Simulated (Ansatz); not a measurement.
# Ge2Sb2Te5 (P-3m1): the gap under strain at three levels, part 4 of 4

Does the cheap functional get the change of gap under strain right for Ge2Sb2Te5 (P-3m1)?

Ansatz 0.2.0; a semilocal functional, HSE06 and G0W0, plane waves, PAW. Known limits of the many-body steps: not at the basis limit; model gap, bands may invert with spin-orbit coupling; mesh may overstate the screening; no spin-orbit coupling; coarse k mesh.

So far. Step 16 (Uniaxial along z +4.0 %: G0W0): The gap on the mesh goes from 0.66 eV to 0.82 eV, a correction of +0.17 eV. Between the two edge states, bare exchange in place of the xc potential would open the gap by 3.30 eV, and correlation takes back 3.13 eV. The start differs from the 0.61 eV found before because this mesh misses an edge. Step 17 (Uniaxial along z +4.0 %: HSE06): The gap stands +0.24 eV against PBE.

## (19) Biaxial in xy +1.5 %: PBE

Level of this step: DFT, PBE, plane waves, PAW; PAW set soft_1 (Ansatz).

input.yaml

```yaml
crystal:
  lattice:
    - [4.3584753912, 0.0, 0.0]
    - [-2.1792376956, 3.7745504105, 0.0]
    - [0.0, 0.0, 17.101346]
  atoms:
    - { symbol: Ge, position: [0.3333333333, 0.6666666667, 0.9000987127] }
    - { symbol: Ge, position: [0.6666666667, 0.3333333333, 0.0999012873] }
    - { symbol: Sb, position: [0.0, 0.0, 0.6861758793] }
    - { symbol: Sb, position: [0.0, 0.0, 0.3138241207] }
    - { symbol: Te, position: [0.0, 0.0, 0.0] }
    - { symbol: Te, position: [0.6666666667, 0.3333333333, 0.8034531967] }
    - { symbol: Te, position: [0.3333333333, 0.6666666667, 0.1965468033] }
    - { symbol: Te, position: [0.3333333333, 0.6666666667, 0.5879612124] }
    - { symbol: Te, position: [0.6666666667, 0.3333333333, 0.4120387876] }
kpoints:
  mp_grid: { grid: [6, 6, 2] }
  band_path:
    path:
      - [0.0, 0.0, 0.0]
      - [0.5, 0.0, 0.0]
      - [0.33333333, 0.33333333, 0.0]
      - [0.0, 0.0, 0.5]
      - [0.5, 0.0, 0.5]
      - [0.33333333, 0.33333333, 0.5]
      - [0.066666666, 0.066666666, 0.0]
    npoints: 1
hamiltonian:
  xc: pbe
  pseudopotentials: { kind: paw, azcp: { folder: soft_1 } }
scf:
  occupations: { method: fermi_dirac, width: 0.02 }
  n_extra_bands: 7
output:
  eigenvalues: true
  forces: true
  stress: true
  write_density: true
  write_potential: true
  elf: true
  volumetric_format: npy
```

Started as:

```sh
$ ansatz run input.yaml --threads 2 --pin off --max-ram 92160MiB --backend cuda --events-out ev --progress --plain --runs-dir out --devices 1 --max-vram 13GiB
```

Numbers of over 12 decimals in the logs are rounded to 6 here.

The program printed:

```text
[...]
GPUs: using 1 of 1 available (devices: 1).
[...]
GPU FFT provider: cuFFT
GPU libraries: cuBLAS 13.8.2, cuFFT 12.4.0, cuSOLVER 12.3.4
Crystal: 9 atoms, lattice volume = 281.339 Å³
Basis set: ecut = 420 eV, 5547 PW (Γ), exchange–correlation on 60×60×240 points (8 copies of the dense FFT grid, shifted against one another)
[...]
k-point 0: bands = [... 65 lower, 7.4252, 7.5823, 7.9315, 8.5624, 8.9563, 9.0344, 9.0344, 9.5624, ... 3 higher]
  k-point 1: bands = [... 65 lower, 7.3587, 7.4433, 7.9881, 8.4799, 9.1284, 9.1785, 9.1785, 9.3913, ... 3 higher]
  k-point 2: bands = [... 65 lower, 7.5371, 7.6627, 8.1021, 8.4502, 9.2631, 9.3868, 9.9165, 9.9243, ... 3 higher]
  k-point 13: bands = [... 65 lower, 7.1175, 7.6082, 7.6082, 7.7422, 10.3394, 10.3394, 10.5829, 10.6040, ... 3 higher]
[key lines of the parts left out:]
SCF converged after 10 iterations
Free energy (F): -56460.344319 eV
Fermi energy:    8.759461 eV
P = ⅓ Tr σ = -0.4768 GPa (-4.768 kbar)
```

Run time: 10 s. Hardware: 1 × NVIDIA H100 80GB HBM3 (shared by 6 runs) with 2 threads of AMD EPYC 7R13 (Zen 3), shared host; peak memory 1.1 GiB.

This step gave:

```
pressure             : -0.4768 GPa
gap                  : 0.3839 eV
valence top at       : Γ
conduction bottom at : k = (0.067, 0.067, 0.000)
least direct gap     : 0.3939 eV
```

The gap is indirect, with the least direct gap 0.010 eV higher.

## (20) Biaxial in xy +1.5 %: G0W0

This step: G0W0 on PBE, plane waves, PAW; PAW set soft_1.

input.yaml, the sections that differ from step 19:

```yaml
kpoints:
  mp_grid: { grid: [6, 6, 2] }
scf:
  occupations: { method: fixed }
gw:
  n_empty_bands: 1027
  ecut_chi: 140.0
  qp_bands: [v3, c3]
  qp_kpoints: band_edges
  screening: { model: contour_deformation }
# crystal, hamiltonian: as in step 19
# output: removed
```

The program printed:

```text
GPUs: using 1 of 1 available (devices: 1).
[...]
GPU FFT provider: cuFFT
GPU libraries: cuBLAS 13.8.2, cuFFT 12.4.0, cuSOLVER 12.3.4
Crystal: 9 atoms, lattice volume = 281.339 Å³
Basis set: ecut = 420 eV, 5547 PW (Γ)
Bands: 83, of which v1, the nominal top of the filled ones, is band 69 counted from 1 (68 counted from 0)
Symmetry: 12 space group operations
[...]
k-points: 14 of 72
[...]
1    68      7.9881   -14.0234     0.0254   -13.7062  0.7458     7.6934     7.6964  root
[...]
13    69      7.7422   -14.5592     0.7154   -13.4857  0.7363     7.3753     7.3841  root
    13    70     10.3394    -9.9428    -3.5729   -13.3798  0.7268    10.2042    10.2036  root
    13    71     10.3394    -9.9428    -3.5729   -13.3798  0.7268    10.2042    10.2036  root
    13    72     10.5829   -10.2109    -3.7701   -13.8736  0.7169    10.4760    10.4755  root
[key lines of the parts left out:]
SCF converged after 12 iterations
Free energy (F): -56460.344311 eV
Fermi energy:    8.562479 eV
```

Run time: 6.2 min. Hardware: 1 × NVIDIA H100 80GB HBM3 (shared by 6 runs) with 2 threads; peak memory 5.5 GiB; 11 min of CPU time.

Numbers from this step:

```yaml
bands_summed: 1096
rpa_eps_infinity_on_this_mesh_eigenvalues: 36.64, 58.34, 58.34
plane_waves_in_the_screening_matrix: 1071
g0w0_gap_on_the_mesh: 0.5466 eV
k_of_the_valence_top: 0, 0, 0
k_of_the_conduction_bottom: 0, 0, 0
starting_gap_on_the_mesh: 0.3938 eV
least_direct_g0w0_gap_on_the_computed_points: 0.5466 eV
```

The gap on the mesh goes from 0.39 eV to 0.55 eV, a correction of +0.15 eV. Between the two edge states, bare exchange in place of the xc potential would open the gap by 3.28 eV, and correlation takes back 3.12 eV.

## (21) Biaxial in xy +1.5 %: HSE06

This step: DFT, HSE06, plane waves, PAW; PAW set soft_1.

input.yaml, as its differences from that of step 20:

```diff
@@ -17,4 +17,14 @@
   mp_grid: { grid: [6, 6, 2] }
+  band_path:
+    path:
+      - [0.0, 0.0, 0.0]
+      - [0.5, 0.0, 0.0]
+      - [0.33333333, 0.33333333, 0.0]
+      - [0.0, 0.0, 0.5]
+      - [0.5, 0.0, 0.5]
+      - [0.33333333, 0.33333333, 0.5]
+      - [0.066666666, 0.066666666, 0.0]
+    npoints: 1
 hamiltonian:
-  xc: pbe
+  xc: hse06
   pseudopotentials: { kind: paw, azcp: { folder: soft_1 } }
@@ -22,7 +32,4 @@
   occupations: { method: fixed }
-gw:
-  n_empty_bands: 1027
-  ecut_chi: 140.0
-  qp_bands: [v3, c3]
-  qp_kpoints: band_edges
-  screening: { model: contour_deformation }
+  n_extra_bands: 7
+output:
+  eigenvalues: true
```

The program printed:

```text
[...]
GPUs: using 1 of 1 available (devices: 1).
[...]
GPU FFT provider: cuFFT
GPU libraries: cuBLAS 13.8.2, cuFFT 12.4.0, cuSOLVER 12.3.4
Crystal: 9 atoms, lattice volume = 281.339 Å³
Basis set: ecut = 420 eV, 5547 PW (Γ)
Bands: 76, of which v1, the nominal top of the filled ones, is band 69 counted from 1 (68 counted from 0)
Symmetry: 12 space group operations
[...]
k-points: 14 of 72
[...]
Fermi energy:    8.353662 eV
[...]
--- Band table (eV; the first three rows and the last of 14) ---
  k-point 0: bands = [... 65 lower, 6.9985, 7.3881, 7.7098, 8.3537, 9.0646, 9.0646, 9.0747, 9.6792, ... 3 higher]
  k-point 1: bands = [... 65 lower, 6.9319, 7.1677, 7.8099, 8.2859, 9.2189, 9.2189, 9.2391, 9.4448, ... 3 higher]
  k-point 2: bands = [... 65 lower, 7.2432, 7.2609, 7.8179, 8.2242, 9.3873, 9.4538, 10.0124, 10.0688, ... 3 higher]
  k-point 13: bands = [... 65 lower, 6.7555, 7.3012, 7.3012, 7.4204, 10.5137, 10.5137, 10.8023, 10.8023, ... 3 higher]
[key lines of the parts left out:]
Free energy (F): -56492.114400 eV
```

The job ended after 1.7 min (1 × NVIDIA H100 80GB HBM3 (shared by 6 runs) with 2 threads; peak memory 2.1 GiB).

Numbers from this step:

| Quantity | Value |
| --- | --- |
| gap | 0.6510 eV |
| valence top at | Γ |
| conduction bottom at | k = (0.067, 0.067, 0.000) |
| least direct gap | 0.7109 eV |

The gap stands +0.27 eV against PBE.

## (22) Uniaxial along x +4.0 %: relaxing the ions

This step: DFT, PBE, plane waves, PAW; PAW set soft_1.

The cell differs from the one that the last finished run ended in (a 4.358 → 4.466 Å, b 4.358 → 4.338 Å, γ 120.0 → 121.0°).

input.yaml

```yaml
crystal:
  lattice:
    - [4.4658270018, 0.0, 0.0]
    - [-2.2329135009, 3.7187688774, 0.0]
    - [0.0, 0.0, 17.101346]
  atoms:
    - { symbol: Ge, position: [0.3333333333, 0.6666666667, 0.8998167825] }
    - { symbol: Ge, position: [0.6666666667, 0.3333333333, 0.1001832175] }
    - { symbol: Sb, position: [0.0, 0.0, 0.6846797893] }
    - { symbol: Sb, position: [0.0, 0.0, 0.3153202107] }
    - { symbol: Te, position: [0.0, 0.0, 0.0] }
    - { symbol: Te, position: [0.6666666667, 0.3333333333, 0.8026262036] }
    - { symbol: Te, position: [0.3333333333, 0.6666666667, 0.1973737964] }
    - { symbol: Te, position: [0.3333333333, 0.6666666667, 0.5850722908] }
    - { symbol: Te, position: [0.6666666667, 0.3333333333, 0.4149277092] }
kpoints:
  mp_grid: { grid: [6, 6, 2] }
hamiltonian:
  xc: pbe
  pseudopotentials: { kind: paw, azcp: { folder: soft_1 } }
scf:
  occupations: { method: fermi_dirac, width: 0.02 }
relax:
  f_tol: 0.01
output:
  write_density: true
  write_potential: true
  elf: true
  volumetric_format: npy
```

The program printed:

```text
GPUs: using 1 of 1 available (devices: 1).
[...]
GPU FFT provider: cuFFT
GPU libraries: cuBLAS 13.8.2, cuFFT 12.4.0, cuSOLVER 12.3.4
Crystal: 9 atoms, lattice volume = 284.009 Å³
Basis set: ecut = 420 eV, 5575 PW (Γ), exchange–correlation on 60×60×240 points (8 copies of the dense FFT grid, shifted against one another)
Bands: 83, of which v1, the nominal top of the filled ones, is band 69 counted from 1 (68 counted from 0)
[...]
atoms:
    - { symbol: Ge, position: [0.335366, 0.670732, 0.900380] }
    - { symbol: Ge, position: [0.664634, 0.329268, 0.099620] }
    - { symbol: Sb, position: [0.00792783, 0.015856, 0.687016] }
    - { symbol: Sb, position: [-0.00792783, -0.015856, 0.312984] }
    - { symbol: Te, position: [0.0, 0.0, 0] }
    - { symbol: Te, position: [0.670418, 0.340836, 0.804028] }
    - { symbol: Te, position: [0.329582, 0.659164, 0.195972] }
    - { symbol: Te, position: [0.343937, 0.687873, 0.589301] }
    - { symbol: Te, position: [0.656063, 0.312127, 0.410699] }
[key lines of the parts left out:]
SCF converged after 2 iterations
Free energy (F): -56460.286645 eV
Fermi energy:    8.550423 eV
```

Elapsed: 18 s, on 1 × NVIDIA H100 80GB HBM3 (shared by 6 runs) with 2 threads; peak memory 1.2 GiB.

Step by step:

| step | energy less that of the first step (eV) | largest force component (eV/Å) |
| --- | --- | --- |
| 1 | 0.0000 | 0.1753 |
| 2 | -0.0131 | 0.0864 |
| 3 | -0.0156 | 0.0097 |
| 4 | -0.0156 | 0.0097 |

Forces are held to the 4 operations that the run works with; a distortion that breaks them can't arise in this run.

The atoms that moved most (Å):

| atom | dx | dy | dz | length |
| --- | --- | --- | --- | --- |
| Te8 | 0.000 | 0.079 | 0.072 | 0.107 |
| Te9 | 0.000 | -0.079 | -0.072 | 0.107 |
| Sb4 | 0.000 | -0.059 | -0.040 | 0.071 |
| Sb3 | 0.000 | 0.059 | 0.040 | 0.071 |
| Te6 | 0.000 | 0.028 | 0.024 | 0.037 |
| Te7 | 0.000 | -0.028 | -0.024 | 0.037 |
| Ge1 | 0.000 | 0.015 | 0.010 | 0.018 |
| Ge2 | 0.000 | -0.015 | -0.010 | 0.018 |

## (23) Uniaxial along x +4.0 %: PBE

input.yaml

```yaml
crystal:
  lattice:
    - [4.4658270018, 0.0, 0.0]
    - [-2.2329135009, 3.7187688774, 0.0]
    - [0.0, 0.0, 17.101346]
  atoms:
    - { symbol: Ge, position: [0.3353662307, 0.6707324614, 0.9003796664] }
    - { symbol: Ge, position: [0.6646337693, 0.3292675386, 0.0996203336] }
    - { symbol: Sb, position: [0.0079278291, 0.0158556581, 0.6870163505] }
    - { symbol: Sb, position: [-0.0079278291, -0.0158556581, 0.3129836495] }
    - { symbol: Te, position: [0.0, 0.0, 0.0] }
    - { symbol: Te, position: [0.6704181848, 0.3408363695, 0.8040275366] }
    - { symbol: Te, position: [0.3295818152, 0.6591636305, 0.1959724634] }
    - { symbol: Te, position: [0.3439367183, 0.6878734365, 0.5893006127] }
    - { symbol: Te, position: [0.6560632817, 0.3121265635, 0.4106993873] }
kpoints:
  mp_grid: { grid: [6, 6, 2] }
  band_path:
    path:
      - [0.0, 0.0, 0.0]
      - [0.5, 0.0, 0.0]
      - [0.33333333, 0.33333333, 0.0]
      - [0.0, 0.0, 0.5]
      - [0.5, 0.0, 0.5]
      - [0.33333333, 0.33333333, 0.5]
      - [0.066666666, 0.066666666, 0.0]
    npoints: 1
hamiltonian:
  xc: pbe
  pseudopotentials: { kind: paw, azcp: { folder: soft_1 } }
scf:
  occupations: { method: fermi_dirac, width: 0.02 }
  n_extra_bands: 7
output:
  eigenvalues: true
  forces: true
  stress: true
```

The program printed:

```text
[...]
GPUs: using 1 of 1 available (devices: 1).
[...]
GPU FFT provider: cuFFT
GPU libraries: cuBLAS 13.8.2, cuFFT 12.4.0, cuSOLVER 12.3.4
Crystal: 9 atoms, lattice volume = 284.009 Å³
Basis set: ecut = 420 eV, 5575 PW (Γ), exchange–correlation on 60×60×240 points (8 copies of the dense FFT grid, shifted against one another)
[...]
k-point 0: bands = [... 65 lower, 7.3325, 7.4273, 7.8011, 8.3961, 8.6932, 8.8288, 9.0620, 9.2640, ... 3 higher]
  k-point 1: bands = [... 65 lower, 7.2189, 7.3677, 7.8562, 8.3139, 8.8277, 8.9435, 9.1003, 9.2109, ... 3 higher]
  k-point 2: bands = [... 65 lower, 7.4309, 7.4599, 7.9429, 8.1595, 8.9881, 9.1747, 9.6629, 9.7332, ... 3 higher]
  k-point 25: bands = [... 65 lower, 6.8950, 7.5380, 8.0165, 8.0508, 9.4428, 9.7896, 9.8516, 10.6616, ... 3 higher]
[key lines of the parts left out:]
SCF converged after 10 iterations
Free energy (F): -56460.286645 eV
Fermi energy:    8.550399 eV
P = ⅓ Tr σ = -0.7461 GPa (-7.461 kbar)
```

It took 8.4 s on 1 × NVIDIA H100 80GB HBM3 (shared by 6 runs) with 2 threads; peak memory 1 GiB; 12 s of CPU time.

This step gave:

```
pressure             : -0.7461 GPa
gap                  : 0.2971 eV
valence top at       : Γ
conduction bottom at : Γ
least direct gap     : 0.2971 eV
```

The gap is direct, at Γ.

## (24) Uniaxial along x +4.0 %: G0W0

This step: G0W0 on PBE, plane waves, PAW; PAW set soft_1.

input.yaml, the sections that differ from step 23:

```yaml
kpoints:
  mp_grid: { grid: [6, 6, 2] }
scf:
  occupations: { method: fixed }
gw:
  n_empty_bands: 1027
  ecut_chi: 140.0
  qp_bands: [v3, c3]
  qp_kpoints: band_edges
  screening: { model: contour_deformation }
# crystal, hamiltonian: as in step 23
# output: removed
```

The program printed:

```text
GPUs: using 1 of 1 available (devices: 1).
[...]
GPU FFT provider: cuFFT
GPU libraries: cuBLAS 13.8.2, cuFFT 12.4.0, cuSOLVER 12.3.4
Crystal: 9 atoms, lattice volume = 284.009 Å³
Basis set: ecut = 420 eV, 5575 PW (Γ)
Bands: 83, of which v1, the nominal top of the filled ones, is band 69 counted from 1 (68 counted from 0)
Symmetry: 4 space group operations
[...]
k-points: 26 of 72
[...]
15    69      8.3297   -14.4132     0.0070   -14.1138  0.7446     8.0259     8.0373  root ?
[...]
25    69      8.0508   -14.8791     0.4303   -14.1045  0.7403     7.7068     7.7065  root
    25    70      9.4428    -9.6270    -3.2507   -12.7344  0.7451     9.3001     9.2995  root
    25    71      9.7896    -9.5948    -3.3684   -12.8180  0.7358     9.6450     9.6443  root
    25    72      9.8516    -9.5475    -3.4640   -12.8751  0.7386     9.7157     9.7151  root
[key lines of the parts left out:]
SCF converged after 12 iterations
Free energy (F): -56460.286636 eV
Fermi energy:    8.396116 eV
```

Wall time 11 min (1 × NVIDIA H100 80GB HBM3 (shared by 6 runs) with 2 threads); peak memory 8.7 GiB.

This step gave:

```
bands summed                                 : 1096
RPA ε∞ on this mesh (eigenvalues)            : 34.64, 55.07, 56.34
plane waves in the screening matrix          : 1063
G0W0 gap on the mesh                         : 0.4429 eV
k of the valence top                         : 0, 0, 0
k of the conduction bottom                   : 0, 0, 0
starting gap on the mesh                     : 0.2971 eV
least direct G0W0 gap on the computed points : 0.4429 eV
```

The gap on the mesh goes from 0.30 eV to 0.44 eV, a correction of +0.15 eV. Between the two edge states, bare exchange in place of the xc potential would open the gap by 3.20 eV, and correlation takes back 3.06 eV.

## (25) Uniaxial along x +4.0 %: HSE06

This step: DFT, HSE06, plane waves, PAW; PAW set soft_1.

input.yaml, as its differences from that of step 24:

```diff
@@ -17,4 +17,14 @@
   mp_grid: { grid: [6, 6, 2] }
+  band_path:
+    path:
+      - [0.0, 0.0, 0.0]
+      - [0.5, 0.0, 0.0]
+      - [0.33333333, 0.33333333, 0.0]
+      - [0.0, 0.0, 0.5]
+      - [0.5, 0.0, 0.5]
+      - [0.33333333, 0.33333333, 0.5]
+      - [0.066666666, 0.066666666, 0.0]
+    npoints: 1
 hamiltonian:
-  xc: pbe
+  xc: hse06
   pseudopotentials: { kind: paw, azcp: { folder: soft_1 } }
@@ -22,7 +32,4 @@
   occupations: { method: fixed }
-gw:
-  n_empty_bands: 1027
-  ecut_chi: 140.0
-  qp_bands: [v3, c3]
-  qp_kpoints: band_edges
-  screening: { model: contour_deformation }
+  n_extra_bands: 7
+output:
+  eigenvalues: true
```

The program printed:

```text
[...]
GPUs: using 1 of 1 available (devices: 1).
[...]
GPU FFT provider: cuFFT
GPU libraries: cuBLAS 13.8.2, cuFFT 12.4.0, cuSOLVER 12.3.4
Crystal: 9 atoms, lattice volume = 284.009 Å³
Basis set: ecut = 420 eV, 5575 PW (Γ)
Bands: 76, of which v1, the nominal top of the filled ones, is band 69 counted from 1 (68 counted from 0)
Symmetry: 4 space group operations
[...]
k-points: 26 of 72
[...]
E sigma→0 (E₀):  -56492.036328 eV
Fermi energy:    8.177578 eV
[...]
--- Band table (eV; the first three rows and the last of 26) ---
  k-point 0: bands = [... 65 lower, 6.9076, 7.2224, 7.5679, 8.1776, 8.7681, 8.8578, 9.1316, 9.3496, ... 3 higher]
  k-point 1: bands = [... 65 lower, 6.8176, 7.0635, 7.6640, 8.1071, 8.9012, 8.9808, 9.1605, 9.2650, ... 3 higher]
  k-point 2: bands = [... 65 lower, 7.0254, 7.1537, 7.6619, 7.9094, 9.0944, 9.2396, 9.7913, 9.8307, ... 3 higher]
  k-point 25: bands = [... 65 lower, 6.4900, 7.1789, 7.7417, 7.7821, 9.5542, 9.9238, 10.0192, 10.8641, ... 3 higher]
[key lines of the parts left out:]
Free energy (F): -56492.036328 eV
```

Run time: 2.2 min. Hardware: 1 × NVIDIA H100 80GB HBM3 (shared by 6 runs) with 2 threads; peak memory 2.4 GiB.

Numbers from this step:

```
gap                  : 0.5817 eV
valence top at       : Γ
conduction bottom at : k = (0.067, 0.067, 0.000)
least direct gap     : 0.5905 eV
```

The gap stands +0.28 eV against PBE.

## (26) Gaps under strain

Gaps in eV; G0W0 is the start's gap plus the shift on one mesh and one count of bands for all cells.

| strain | PBE | G0W0@PBE | HSE06 | change, PBE | change, G0W0@PBE | change, HSE06 |
| --- | --- | --- | --- | --- | --- | --- |
| unstrained | 0.32 | 0.42 | 0.56 | - | - | - |
| hydrostatic +0.5 % | 0.38 | 0.52 | 0.63 | +0.059 | +0.103 | +0.070 |
| hydrostatic +1.0 % | 0.44 | 0.60 | 0.70 | +0.122 | +0.176 | +0.144 |
| uniaxial along z +4.0 % | 0.61 | 0.78 | 0.85 | +0.297 | +0.358 | +0.296 |
| biaxial in xy +1.5 % | 0.38 | 0.54 | 0.65 | +0.067 | +0.115 | +0.093 |
| uniaxial along x +4.0 % | 0.30 | 0.44 | 0.58 | −0.020 | +0.022 | +0.024 |

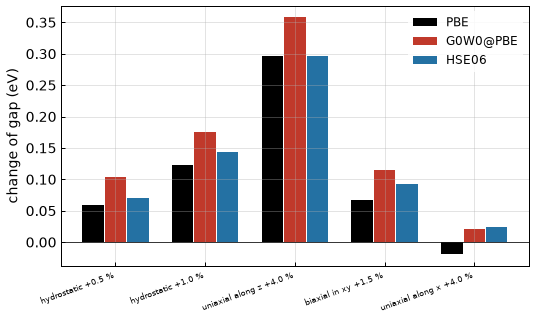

Change of the gap for each strain and level.

## (27) Outcome

```
unstrained              : PBE 0.32, G0W0@PBE 0.42, HSE06 0.56 eV
hydrostatic +0.5 %      : PBE 0.38, G0W0@PBE 0.52, HSE06 0.63 eV
hydrostatic +1.0 %      : PBE 0.44, G0W0@PBE 0.60, HSE06 0.70 eV
uniaxial along z +4.0 % : PBE 0.61, G0W0@PBE 0.78, HSE06 0.85 eV
biaxial in xy +1.5 %    : PBE 0.38, G0W0@PBE 0.54, HSE06 0.65 eV
uniaxial along x +4.0 % : PBE 0.30, G0W0@PBE 0.44, HSE06 0.58 eV
```

**Reading.** Hydrostatic +0.5 %: the G0W0@PBE gap changes by +0.10 eV. Hydrostatic +1.0 %: the G0W0@PBE gap changes by +0.18 eV. Uniaxial along z +4.0 %: the G0W0@PBE gap changes by +0.36 eV. Biaxial in xy +1.5 %: the G0W0@PBE gap changes by +0.12 eV. The slope for hydrostatic strain is +0.176 eV for each per cent, between unstrained and hydrostatic +1.0 %. The slope for uniaxial z strain is +0.089 eV for each per cent, between unstrained and uniaxial along z +4.0 %. The slope for biaxial xy strain is +0.077 eV for each per cent, between unstrained and biaxial in xy +1.5 %. PBE misses the unstrained G0W0@PBE gap by −0.10 eV but its changes by 0.061 eV at most. HSE06 misses the unstrained G0W0@PBE gap by +0.14 eV but its changes by 0.062 eV at most. Levels are read on the mesh, at the zone's corners and at the band edges found on the unstrained path, so a valley that moves off them is missed. The count of screening plane waves jumps between cells, which leaves noise of a few hundredths of an eV in G0W0. The 6×6×2 mesh is coarse for this cell (its supercell is 26 Å along the shortest edge). The RPA ε∞ on it, from the PBE start, is 44.03 and 82.84; such meshes misread the long-range screening, most where the gap is narrow. With atoms this heavy and so narrow a gap, spin-orbit coupling can invert the bands. These scalar-relativistic gaps are then model values, not to be set against experiment, and a spin-orbit change taken from DFT can't simply be added. The RPA ε∞ on this mesh reaches over 25; with a narrow direct gap a coarse mesh can overstate it, and the correction is then too small.

[Paths, hosts, dates, memory and timing lines, banners, echoed tables and standing remarks are left out of the program output.]

[Logs are printed without paths, hosts, clocks, repeated set-up lines and the standing remarks that a program may print on its own settings, such as how far it seeks lower states.]

[Runs of the session that timed out or met a known fault of the program may be left out.]

[Cells called generated may have been cut or substituted from an entry of the Crystallography Open Database or the Materials Project.]

[Hosts, paths, dates, database ids (printed as entryN), source tags and the programs' standing remarks are cut or masked in the printed files.]
